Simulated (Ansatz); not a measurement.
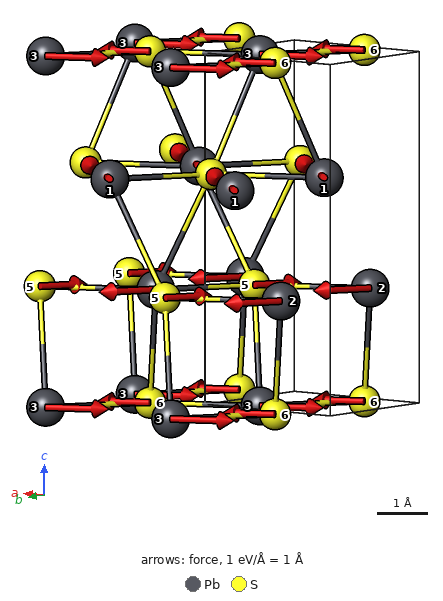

Starting geometry of a crystal of PbS (a generated structure, set up in P3_212) (coarse preliminary run) with the computed forces as red arrows. The picture is a ball-and-stick view of the cell of the calculation, repeated 2 × 2 × 1 with one cell outlined, seen from a free direction.

Level of theory: Ansatz 0.2.0, DFT PBE, scalar-relativistic, plane waves, PAW. (plane-wave cutoff 420 eV; k-point mesh 6 × 6 × 4; occupations gaussian; smearing width 0.1 eV; no spin polarisation; cell and atoms relaxed; force threshold 0.04 eV/Å; at most 70 steps)

Question: Is this structure relaxed? If not, where do the atoms go?

Answer: It isn't relaxed: the largest force vector, on Pb atoms, is 1.43 eV/Å. The final displacements have little in common with the starting forces (cosine between the two patterns −0.10). The energy falls by 1135 meV per atom in 7 accepted moves (10 points after the start). The largest force component goes from 1.4 to 0.0087 eV/Å. Pressure: 49.23 GPa at the start and 0.08 GPa at the end. The line search rejected the trial step at point 6 of the run. The SCF was repeated twice at an unchanged geometry on a basis and grid sized afresh for the cell, which shifted the energy by 11.7 meV per atom at most. The largest moves relative to the cell, 0.031 Å, are those of Pb and S atoms. Largest moves by element: Pb 0.031 Å, S 0.031 Å. The drawn cell changes as follows: a = b 4.339 → 4.982 Å (+14.8 %), c 7.093 → 8.471 Å (+19.4 %); the volume changes by +57.5 %. Near-neighbour distances that change, for instance: Pb–S 2.660 → 3.152 Å, Pb–S 2.540 → 2.917 Å, Pb–S 2.436 → 2.797 Å. The space group stays P3_212 (No. 153).
